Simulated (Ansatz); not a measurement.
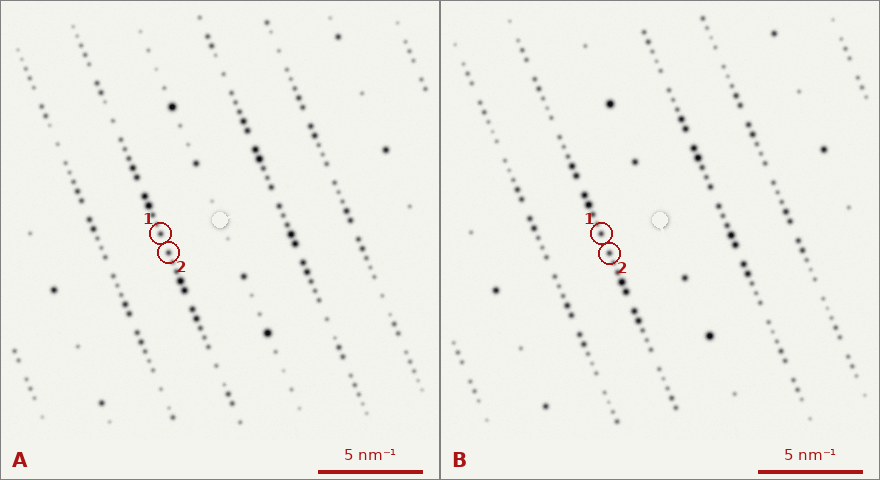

Kinematic electron diffraction patterns (200 kV, B = 0.5 Å², same scale) along [110] of the run's own cell, for the start and the end of one relaxation of NaCl with Ansatz 0.2.0, DFT PBE, scalar-relativistic, plane waves, PAW. k mesh 9×9×2. The start is a generated model structure, and the relaxation ends in the nearest stationary point of its symmetry, not necessarily the ground state. Spot 1 is -1 1 -1 and spot 2 is -1 1 1 in both.

Start structure:

```yaml
crystal:
  lattice:
    - [4.02673, 0.00000, 0.00000]
    - [-2.01337, 3.48725, 0.00000]
    - [0.00000, 0.00000, 19.72690]
  atoms:
    - { symbol: Na, position: [0.00000, 0.00000, 0.00000] }
    - { symbol: Cl, position: [0.66667, 0.33333, 0.08333] }
    - { symbol: Na, position: [0.33333, 0.66667, 0.16667] }
    - { symbol: Cl, position: [0.00000, 0.00000, 0.25000] }
    - { symbol: Na, position: [0.66667, 0.33333, 0.33333] }
    - { symbol: Cl, position: [0.33333, 0.66667, 0.41667] }
    - { symbol: Na, position: [0.00000, 0.00000, 0.50000] }
    - { symbol: Cl, position: [0.33333, 0.66667, 0.58333] }
    - { symbol: Na, position: [0.66667, 0.33333, 0.66667] }
    - { symbol: Cl, position: [0.00000, 0.00000, 0.75000] }
    - { symbol: Na, position: [0.33333, 0.66667, 0.83333] }
    - { symbol: Cl, position: [0.66667, 0.33333, 0.91667] }
```

> Which pattern belongs to the start structure, and which to the relaxed one?

B is the start: its cell gives d(1) = 3.434 Å, d(2) = 3.434 Å and an angle of 20.0°. A is the relaxed structure, with d(1) = 3.406 Å (-0.8 %), d(2) = 3.406 Å (-0.8 %) and 19.3°.

> Name reflections whose intensity changes strongly on relaxation.

0 0 14, 0 0 10 come into sight; 1 -1 -9 goes from 5.4 to 9.9 % of the strongest spot.

> Summarise the relaxation behind the change.

The volume changed by +1.0 % to 23.31 Å³ an atom; with the mean shift removed, the atoms moved by up to 0.07 Å relative to the cell (Cl most); the space group stayed P6_3/mmc (No. 194); the free energy fell by 7.2 meV an atom. Relaxed cell: a = 3.990 Å, b = 3.990 Å, c = 20.289 Å, α = 90.00°, β = 90.00°, γ = 120.00°.
